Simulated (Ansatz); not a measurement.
Zr$_{3}$S$_{2}$: geometry relaxation (part 2 of 2)

Continued. System: Zr$_{3}$S$_{2}$ (Immm, 5 atoms in the cell). Method: DFT PBE, scalar-relativistic, plane waves, PAW, no spin polarisation (Ansatz 0.2.0); cutoff 420 eV, 12×12×12 k-mesh, Gaussian smearing of 0.1 eV. The structure was made by a generator, so it may or may not be a known phase.

Geometry of the input (Å; fractional positions):
```
-1.7496  3.2391  4.1048
1.7496  -3.2391  4.1048
1.7496  3.2391  -4.1048
Zr 0.6940  0.6940  0.0000
Zr 0.3060  0.3060  0.0000
Zr 0.0000  0.5000  0.5000
S  0.2837  0.0000  0.2837
S  0.7163  0.0000  0.7163
```

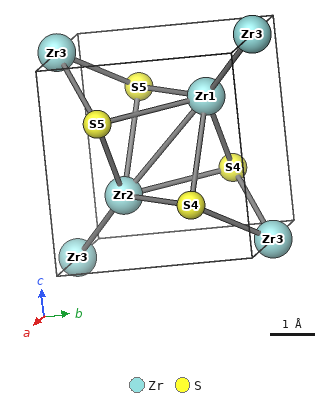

Figure 1. The geometry at step 2 of the log (ball-and-stick view of the reduced cell, seen slightly off an axis; atoms are numbered from 1 in the order of the input).

What the program printed, continued
```
SCF iter   1: F=—  HF=-14360.512729 eV  |F-HF|=—  |Δ(HF+E_count)|=         —  Δρ=5.41e-3  dr2=7.11e-2  ethr=1.49e-4  ⟨swp⟩=1.0  Hψ=45105  notcnv=0
preconditioner: auto → Kerker (q_TF=auto, 2.437 Å⁻¹)  [metal: Δε(μ)=0.000 eV  Ē_g=6.766 eV  σ=0.100 eV  W_gap=0.00  n_scr=24 (ndim 8)  ℏωp=18.7 eV  f_vac=0.000  D(μ)=2.78/eV (n_scr^D=16)]
SCF iter   2: F=—  HF=-14360.503045 eV  |F-HF|=—  |Δ(HF+E_count)|=   9.68e-3  Δρ=2.75e-3  dr2=1.46e-2  ethr=1.48e-4  ⟨swp⟩=2.0  Hψ=8929  notcnv=0
SCF iter   3: F=—  HF=-14360.499885 eV  |F-HF|=—  |Δ(HF+E_count)|=   3.16e-3  Δρ=8.10e-4  dr2=1.61e-3  ethr=3.04e-5  ⟨swp⟩=2.0  Hψ=10144  notcnv=0
SCF iter   4: F=—  HF=-14360.499523 eV  |F-HF|=—  |Δ(HF+E_count)|=   3.62e-4  Δρ=1.92e-4  dr2=3.38e-5  ethr=3.34e-6  ⟨swp⟩=2.0  Hψ=10890  notcnv=0
SCF iter   5: F=—  HF=-14360.499502 eV  |F-HF|=—  |Δ(HF+E_count)|=   2.09e-5  Δρ=4.43e-5  dr2=1.39e-6  ethr=7.04e-8  ⟨swp⟩=2.1  Hψ=10550  notcnv=0
SCF iter   6: F=-14360.499502 eV  HF=-14360.499502 eV  |F-HF|=3.69e-8  |Δ(HF+E_count)|=   2.74e-7  Δρ=8.46e-6  dr2=9.95e-8  ethr=1.04e-9  ⟨swp⟩=10.6  Hψ=61314  notcnv=0
SCF 4 converged in 6 iterations: F = -14360.499502 eV  dr2 = 9.95e-8
relax step   4: F+E_penalty+E_count = -14360.49950232 eV  Δ(F+E_penalty+E_count) = -2.631e-3 eV  max|allowed force component| = 1.546e-1 eV/Å  Δτ_max = 0.0326 Å  P = +0.653 GPa  Ω = 94.610 Å³  energy of the carried Pulay correction = -2.185e-4 eV  (6 SCF iters, dr2 threshold 5.00e-7 eV, accepted)
Crystal: 5 atoms, lattice volume = 94.621 Å³
Basis set: ecut = 420 eV, 1853 PW (Γ), exchange–correlation on 80×80×80 points (8 copies of the dense FFT grid, shifted against one another)
iter 1 solved again at ethr=7.84e-5 eV; its pass at ethr=3.10e-3 eV (dr2=3.77e-2 eV) is discarded
SCF iter   1: F=—  HF=-14360.510486 eV  |F-HF|=—  |Δ(HF+E_count)|=         —  Δρ=3.48e-3  dr2=3.79e-2  ethr=7.84e-5  ⟨swp⟩=1.0  Hψ=43688  notcnv=0
preconditioner: auto → Kerker (q_TF=auto, 2.437 Å⁻¹)  [metal: Δε(μ)=0.006 eV  Ē_g=6.702 eV  σ=0.100 eV  W_gap=0.03  n_scr=24 (ndim 8)  ℏωp=18.7 eV  f_vac=0.000  D(μ)=2.70/eV (n_scr^D=16)]
SCF iter   2: F=—  HF=-14360.505730 eV  |F-HF|=—  |Δ(HF+E_count)|=   4.76e-3  Δρ=1.68e-3  dr2=7.30e-3  ethr=7.84e-5  ⟨swp⟩=2.0  Hψ=8869  notcnv=0
SCF iter   3: F=—  HF=-14360.504238 eV  |F-HF|=—  |Δ(HF+E_count)|=   1.49e-3  Δρ=5.37e-4  dr2=9.41e-4  ethr=1.52e-5  ⟨swp⟩=2.2  Hψ=10258  notcnv=0
SCF iter   4: F=—  HF=-14360.504023 eV  |F-HF|=—  |Δ(HF+E_count)|=   2.15e-4  Δρ=1.34e-4  dr2=1.50e-5  ethr=1.96e-6  ⟨swp⟩=2.0  Hψ=10927  notcnv=0
SCF iter   5: F=—  HF=-14360.504009 eV  |F-HF|=—  |Δ(HF+E_count)|=   1.45e-5  Δρ=2.26e-5  dr2=4.05e-7  ethr=1.04e-9  ⟨swp⟩=8.5  Hψ=64110  notcnv=0
SCF iter   6: F=-14360.504009 eV  HF=-14360.504009 eV  |F-HF|=2.06e-8  |Δ(HF+E_count)|=   7.65e-8  Δρ=5.33e-6  dr2=4.39e-8  ethr=8.43e-10  ⟨swp⟩=6.0  Hψ=50429  notcnv=0
SCF 5 converged in 6 iterations: F = -14360.504009 eV  dr2 = 4.39e-8
relax step   5: F+E_penalty+E_count = -14360.50400861 eV  Δ(F+E_penalty+E_count) = -4.506e-3 eV  max|allowed force component| = 4.538e-2 eV/Å  Δτ_max = 0.0260 Å  P = -0.098 GPa  Ω = 94.621 Å³  energy of the carried Pulay correction = -2.200e-4 eV  (6 SCF iters, dr2 threshold 5.00e-7 eV, accepted)
Crystal: 5 atoms, lattice volume = 94.571 Å³
iter 1 solved again at ethr=2.35e-6 eV; its pass at ethr=3.10e-3 eV (dr2=1.13e-3 eV) is discarded
SCF iter   1: F=—  HF=-14360.504460 eV  |F-HF|=—  |Δ(HF+E_count)|=         —  Δρ=5.81e-4  dr2=1.11e-3  ethr=2.35e-6  ⟨swp⟩=1.0  Hψ=35899  notcnv=0
preconditioner: auto → Kerker (q_TF=auto, 2.437 Å⁻¹)  [metal: Δε(μ)=0.006 eV  Ē_g=6.724 eV  σ=0.100 eV  W_gap=0.04  n_scr=24 (ndim 8)  ℏωp=18.7 eV  f_vac=0.000  D(μ)=2.67/eV (n_scr^D=16)]
SCF iter   2: F=—  HF=-14360.504322 eV  |F-HF|=—  |Δ(HF+E_count)|=   1.38e-4  Δρ=2.78e-4  dr2=2.15e-4  ethr=2.31e-6  ⟨swp⟩=2.0  Hψ=8766  notcnv=0
SCF iter   3: F=—  HF=-14360.504279 eV  |F-HF|=—  |Δ(HF+E_count)|=   4.28e-5  Δρ=8.29e-5  dr2=2.22e-5  ethr=4.48e-7  ⟨swp⟩=2.0  Hψ=10466  notcnv=0
SCF iter   4: F=—  HF=-14360.504261 eV  |F-HF|=—  |Δ(HF+E_count)|=   1.82e-5  Δρ=1.98e-5  dr2=3.64e-7  ethr=4.63e-8  ⟨swp⟩=2.0  Hψ=10925  notcnv=0
SCF iter   5: F=-14360.504261 eV  HF=-14360.504261 eV  |F-HF|=4.31e-10  |Δ(HF+E_count)|=   3.69e-8  Δρ=3.29e-6  dr2=9.59e-9  ethr=2.68e-10  ⟨swp⟩=9.1  Hψ=54768  notcnv=0
SCF 6 converged in 5 iterations: F = -14360.504261 eV  dr2 = 9.59e-9
relax step   6: F+E_penalty+E_count = -14360.50426092 eV  Δ(F+E_penalty+E_count) = -2.523e-4 eV  max|allowed force component| = 3.405e-3 eV/Å  Δτ_max = 0.0041 Å  P = +0.011 GPa  Ω = 94.571 Å³  energy of the carried Pulay correction = -2.131e-4 eV  (5 SCF iters, dr2 threshold 1.29e-7 eV, accepted)
Initial wavefunctions: pseudopotential atomic-orbital guess (no wavefunctions were taken with the density)
iter 1 solved again at ethr=1.07e-7 eV; its pass at ethr=3.10e-3 eV (dr2=5.15e-5 eV) is discarded
SCF iter   1: F=—  HF=-14360.504583 eV  |F-HF|=—  |Δ(HF+E_count)|=         —  Δρ=4.80e-5  dr2=2.03e-7  ethr=1.07e-7  ⟨swp⟩=3.1  Hψ=57564  notcnv=0
preconditioner: auto → Kerker (q_TF=auto, 2.437 Å⁻¹)  [metal: Δε(μ)=0.003 eV  Ē_g=6.724 eV  σ=0.100 eV  W_gap=0.02  n_scr=24 (ndim 8)  ℏωp=18.7 eV  f_vac=0.000  D(μ)=2.67/eV (n_scr^D=16)]
SCF iter   2: F=—  HF=-14360.504573 eV  |F-HF|=—  |Δ(HF+E_count)|=   1.01e-5  Δρ=2.50e-5  dr2=5.59e-8  ethr=4.22e-10  ⟨swp⟩=2.2  Hψ=14748  notcnv=0
SCF iter   3: F=—  HF=-14360.504574 eV  |F-HF|=—  |Δ(HF+E_count)|=   7.57e-7  Δρ=1.05e-6  dr2=7.19e-10  ethr=1.16e-10  ⟨swp⟩=2.0  Hψ=14288  notcnv=0
SCF iter   4: F=—  HF=-14360.504574 eV  |F-HF|=—  |Δ(HF+E_count)|=  1.80e-10  Δρ=2.77e-7  dr2=1.39e-10  ethr=1.00e-12  ⟨swp⟩=6.9  Hψ=41520  notcnv=0
SCF iter   5: F=-14360.504574 eV  HF=-14360.504574 eV  |F-HF|=7.28e-12  |Δ(HF+E_count)|=  3.64e-12  Δρ=9.64e-8  dr2=1.42e-11  ethr=1.00e-12  ⟨swp⟩=5.3  Hψ=32576  notcnv=0
SCF 7 converged in 5 iterations: F = -14360.504574 eV  dr2 = 1.42e-11
relax step   7: F+E_penalty+E_count = -14360.50457366 eV  Δ(F+E_penalty+E_count) = -3.127e-4 eV  max|allowed force component| = 3.445e-3 eV/Å  Δτ_max = 0.0000 Å  P = +0.014 GPa  Ω = 94.571 Å³  stress off target by 2.64e-2 GPa  SCF on the basis re-selected at this cell (its energy is not comparable with the rows above)  (5 SCF iters)
basis re-selected at this cell: Δ(F+E_penalty+E_count) = -3.127e-4 eV, ΔP = +0.003 GPa vs the last step (what re-selecting the basis moved, of the pressure what is left beyond the Pulay correction that the steps carried, after the strain that the cell walked since its last selection, with what the two solves' SCF thresholds leave and, on support functions, any second-order correction that the steps lacked; it is no measure of the basis error at this ecutwfc). This SCF's stress stands 2.64e-2 GPa from its target on what of the cell is left free (relax.cell.stress_tol is 5.00e-2 GPa) and its largest allowed force component is 3.44e-3 eV/Å (relax.f_tol is 1.00e-2 eV/Å): within both
SCF converged after 5 iterations
Free energy (F): -14360.504574 eV
Harris-Foulkes:  -14360.504574 eV  (|F-HF|=7.28e-12)
Internal energy: -14360.491223 eV  (E = F + TS)
E sigma→0 (E₀):  -14360.497898 eV
Entropy (-TS):   -0.013351 eV (-2.670 meV/atom)
Fermi energy:    14.182420 eV
--- Per-component energies (eV) ---
  E_band       = -231.944296
  E_kinetic    = 1222.064737
  E_local      = -2035.410904  (includes V_loc(G=0)·N_el)
  E_nonlocal   = 296.083500
  E_hartree    = 645.149841
  E_xc         = -683.490684
  E_vxc        = -753.789935  (∫ρ·V_xc dr)
  E_paw        = -10062.936643  (= ΣΔE_a)
  E_vpaw       = -251.191439  (= ΣTr[D̂ρ^β])
  E_aug_tail   = 0.000076  (compensation charges beyond the density's cutoff)
  E_ewald      = -3741.951145
  E_smearing   = -0.013351  (= −TS)
  E_closure    = -0.000000  (closes the sum)
  Σ components = -14360.504574   (vs F -14360.504574, Δ=0.00e0)
--- Forces (eV/Å), atoms counted from 1 ---
  atom   1  Zr     0.00000000     0.00000000    -0.00159819
  atom   2  Zr     0.00000000     0.00000000     0.00159819
  atom   3  Zr     0.00000000     0.00000000    -0.00000000
  atom   4  S      0.00000000     0.00344496     0.00000000
  atom   5  S      0.00000000    -0.00344496     0.00000000
  max |Σ_I F_I| component: 6.31e-30 eV/Å
--- Stress (GPa, compression-positive) ---
        0.026369       0.000000       0.000000
        0.000000       0.003758       0.000000
        0.000000       0.000000       0.012749
  P = ⅓ Tr σ = 0.0143 GPa (0.143 kbar)
--- Band table (eV; the first three rows and the last of 280) ---
  k-point 0: bands = ["-35.0938", "-35.0496", "-34.5164", "-13.3531", "-13.2503", "-13.2011", "-13.1269", "-12.9167", "-12.8778", "-12.8391", "-12.6326", "-12.3102", "-1.1609", "0.3801", "7.0558", "8.8486", "8.9843", "9.6662", "10.0844", "11.5234", "11.7939", "12.1539", "12.8533", "13.6133", "14.8153", "14.9524", "15.6363", "16.0622", "16.1025"]
  k-point 1: bands = ["-35.0917", "-35.0485", "-34.5149", "-13.3550", "-13.2448", "-13.1996", "-13.1178", "-12.9378", "-12.9009", "-12.8344", "-12.6588", "-12.3107", "-1.0824", "0.3474", "7.1595", "8.7509", "9.1112", "9.4492", "9.8085", "11.4123", "11.6989", "12.5657", "12.9010", "13.8608", "14.7121", "14.8971", "15.4813", "16.0904", "16.3524"]
  k-point 2: bands = ["-35.0860", "-35.0452", "-34.5108", "-13.3613", "-13.2298", "-13.1974", "-13.0941", "-12.9955", "-12.9605", "-12.8215", "-12.7253", "-12.3139", "-0.8757", "0.2786", "7.3974", "8.6963", "8.9008", "9.2131", "9.3552", "10.9062", "11.9933", "13.0151", "13.0734", "14.2982", "14.4378", "15.0202", "15.6949", "15.9481", "16.0840"]
  k-point 279: bands = ["-35.0830", "-35.0583", "-34.5188", "-13.3715", "-13.3707", "-13.1304", "-13.1010", "-12.9537", "-12.8569", "-12.7899", "-12.6157", "-12.3331", "-0.8598", "0.4870", "6.4874", "7.4319", "9.2084", "9.9189", "10.2835", "11.0114", "11.6929", "13.4989", "13.7464", "14.2205", "14.6544", "14.8101", "15.1670", "15.6296", "15.9063"]
--- Relaxed structure (6 steps of the walk, 6 accepted, 1 SCFs on fresh bases) ---
  F+E_penalty+E_count = -14360.50457366 eV   max|allowed force component| = 3.445e-3 eV/Å   (the final SCF, on the basis selected at the relaxed cell)
  cell:  # Å, volume = 94.5707 Å³
    - [-1.7049371821181878, 3.282365978650607, 4.224753126303786]
    - [1.7049371821181878, -3.282365978650607, 4.224753126303786]
    - [1.7049371821181878, 3.282365978650607, -4.224753126303786]
  atoms:
    - { symbol: Zr, position: [0.6862520990175351, 0.6862520990175351, -2.677811399786598e-20] }
    - { symbol: Zr, position: [0.31374790098246486, 0.31374790098246486, -2.6778113997865952e-20] }
    - { symbol: Zr, position: [-1.113004763657624e-19, 0.5, 0.5] }
    - { symbol: S, position: [0.28682297762880576, -8.452236236789644e-20, 0.28682297762880576] }
    - { symbol: S, position: [0.7131770223711941, -8.452236236789644e-20, 0.7131770223711941] }
```

Trajectory as extended XYZ (Å, eV, eV/Å), 7 frames, from step=1 to step=7
```
5
Lattice="-1.7496 3.2391 4.1048 1.7496 -3.2391 4.1048 1.7496 3.2391 -4.1048" Properties=species:S:1:pos:R:3:forces:R:3 step=1 energy=-14360.48689 pressure_GPa=-0.06
Zr    0.0000    0.0000    5.6974    0.0000   0.0000  -0.0913
Zr    0.0000    0.0000    2.5121    0.0000   0.0000   0.0913
Zr    1.7496    0.0000    0.0000    0.0000   0.0000   0.0000
S     0.0000    1.8378    0.0000    0.0000  -0.0019   0.0000
S     0.0000    4.6404    0.0000    0.0000   0.0019   0.0000
5
Lattice="-1.7429 3.2513 4.1376 1.7429 -3.2513 4.1376 1.7429 3.2513 -4.1376" Properties=species:S:1:pos:R:3:forces:R:3 step=2 energy=-14360.49086 pressure_GPa=-0.35
Zr    0.0000    0.0000    5.7097    0.0000   0.0000   0.0435
Zr    0.0000    0.0000    2.5655    0.0000   0.0000  -0.0435
Zr    1.7429    0.0000    0.0000    0.0000   0.0000   0.0000
S     0.0000    1.8405    0.0000    0.0000   0.1434   0.0000
S     0.0000    4.6622    0.0000    0.0000  -0.1434   0.0000
5
Lattice="-1.7241 3.2602 4.1662 1.7241 -3.2602 4.1662 1.7241 3.2602 -4.1662" Properties=species:S:1:pos:R:3:forces:R:3 step=3 energy=-14360.49687 pressure_GPa=0.47
Zr    0.0000    0.0000    5.7291    0.0000   0.0000   0.0850
Zr    0.0000    0.0000    2.6033    0.0000   0.0000  -0.0850
Zr    1.7241    0.0000    0.0000    0.0000   0.0000   0.0000
S     0.0000    1.8515    0.0000    0.0000   0.1721   0.0000
S     0.0000    4.6690    0.0000    0.0000  -0.1721   0.0000
5
Lattice="-1.6921 3.2915 4.2468 1.6921 -3.2915 4.2468 1.6921 3.2915 -4.2468" Properties=species:S:1:pos:R:3:forces:R:3 step=4 energy=-14360.49950 pressure_GPa=0.65
Zr    0.0000    0.0000    5.8062    0.0000   0.0000   0.1546
Zr    0.0000    0.0000    2.6875    0.0000   0.0000  -0.1546
Zr    1.6921    0.0000    0.0000    0.0000   0.0000   0.0000
S     0.0000    1.8902    0.0000    0.0000   0.0243   0.0000
S     0.0000    4.6927    0.0000    0.0000  -0.0243   0.0000
5
Lattice="-1.7044 3.2837 4.2266 1.7044 -3.2837 4.2266 1.7044 3.2837 -4.2266" Properties=species:S:1:pos:R:3:forces:R:3 step=5 energy=-14360.50401 pressure_GPa=-0.10
Zr    0.0000    0.0000    5.8053    0.0000   0.0000  -0.0454
Zr    0.0000    0.0000    2.6479    0.0000   0.0000   0.0454
Zr    1.7044    0.0000    0.0000    0.0000   0.0000   0.0000
S     0.0000    1.8848    0.0000    0.0000  -0.0077   0.0000
S     0.0000    4.6826    0.0000    0.0000   0.0077   0.0000
5
Lattice="-1.7049 3.2824 4.2248 1.7049 -3.2824 4.2248 1.7049 3.2824 -4.2248" Properties=species:S:1:pos:R:3:forces:R:3 step=6 energy=-14360.50426 pressure_GPa=0.01
Zr    0.0000    0.0000    5.7985    0.0000   0.0000  -0.0016
Zr    0.0000    0.0000    2.6510    0.0000   0.0000   0.0016
Zr    1.7049    0.0000    0.0000    0.0000   0.0000   0.0000
S     0.0000    1.8829    0.0000    0.0000   0.0034   0.0000
S     0.0000    4.6818    0.0000    0.0000  -0.0034   0.0000
5
Lattice="-1.7049 3.2824 4.2248 1.7049 -3.2824 4.2248 1.7049 3.2824 -4.2248" Properties=species:S:1:pos:R:3:forces:R:3 step=7 energy=-14360.50457 pressure_GPa=0.01
Zr    0.0000    0.0000    5.7985    0.0000   0.0000  -0.0016
Zr    0.0000    0.0000    2.6510    0.0000   0.0000   0.0016
Zr    1.7049    0.0000    0.0000    0.0000   0.0000   0.0000
S     0.0000    1.8829    0.0000    0.0000   0.0034   0.0000
S     0.0000    4.6818    0.0000    0.0000  -0.0034   0.0000
```

Key numbers

- outcome: converged
- space group (tolerance 0.01 Å): Immm (71)
- electrons treated: 48
- free energy: −14360.5046 eV
- Fermi energy: 14.182 eV
- gap on the k-point mesh: none (metallic)
- pressure: 0.01 GPa
- final volume: 94.57 Å³
- largest force (length of the vector) at the end: 0.003 eV/Å
- final cell: a = 5.615 Å, b = 5.615 Å, c = 5.615 Å, α = 144.65°, β = 108.46°, γ = 82.40°
- hardware: 1 thread of Intel Xeon @ 2.70GHz, 189 GiB of memory available, shared host
- wall time: 5.2 min
- peak memory: 0.86 GiB
